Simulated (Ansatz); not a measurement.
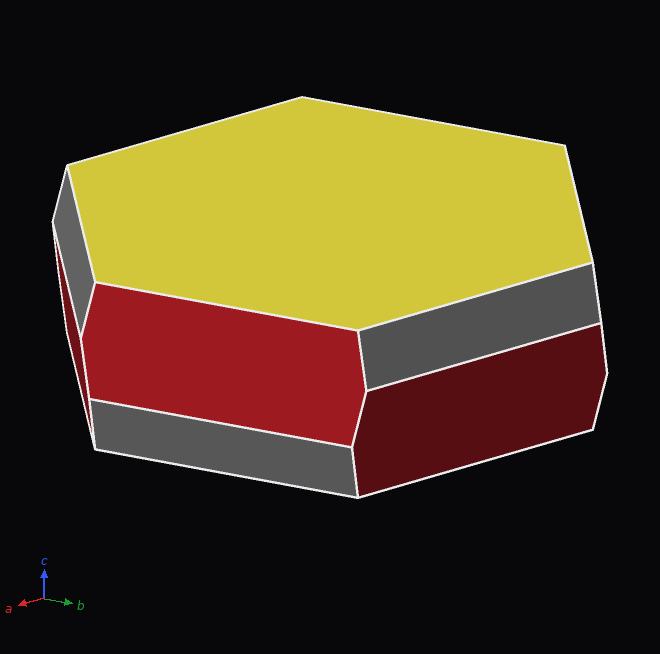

BFDH (Bravais–Friedel–Donnay–Harker) growth shape, computed from the cell and space group alone: each face lies at a distance from the centre proportional to 1/d(hkl), with d taken for the first order that the space group does not extinguish. It ignores bonding, solvent and kinetics. Faces of one form share a colour. Cell of K: space group R-3m (No. 166), a = 3.963 Å, b = 3.963 Å, c = 28.935 Å, α = 90.00°, β = 90.00°, γ = 120.00°. Source: the end point of a relaxation at a target pressure of 5 GPa with DFT PBE, scalar-relativistic, plane waves, PAW (Ansatz 0.2.0). Forms under 0.4 % of the area are left out.

Index the forms that can be seen.

yellow: {003} (d = 9.65 Å, 57 % of the area); red: {101} (d = 3.41 Å, 29 % of the area); grey: {012} (d = 3.34 Å, 14 % of the area).
